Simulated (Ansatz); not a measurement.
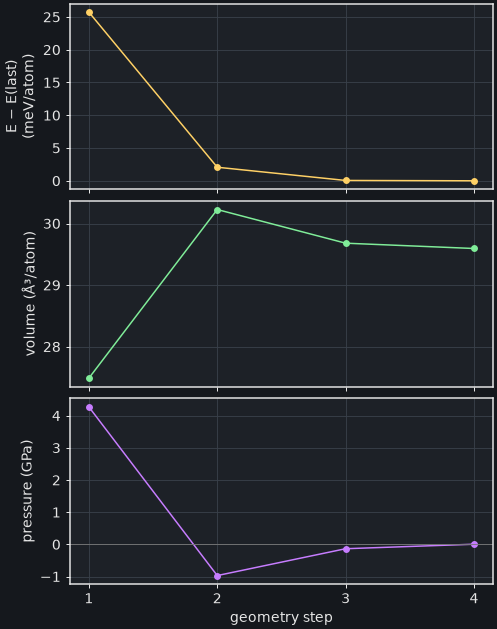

History of a geometry optimisation. Atoms and cell relax. A closing SCF on a freshly chosen basis isn't drawn.

The run: InAs (F-43m, 2 atoms in the cell), by DFT PBE, scalar-relativistic, plane waves, PAW in Ansatz 0.2.0; cutoff 420 eV, 12×12×12 k-mesh, Gaussian smearing of 0.1 eV.

How did the optimisation end?

Answer. The optimisation met its thresholds at geometry 4, counting the start as the first. The energy fell by about 26 meV/atom from the first step to the last. All forces vanish by symmetry, so only the cell moves.

What happens to the cell?

Answer. The volume grows from 27.5 to 29.6 Å³ per atom (+8 %), overshooting to 30.2 at step 2, as the pressure goes from 4.3 GPa to about 0 GPa. The start was compressed.
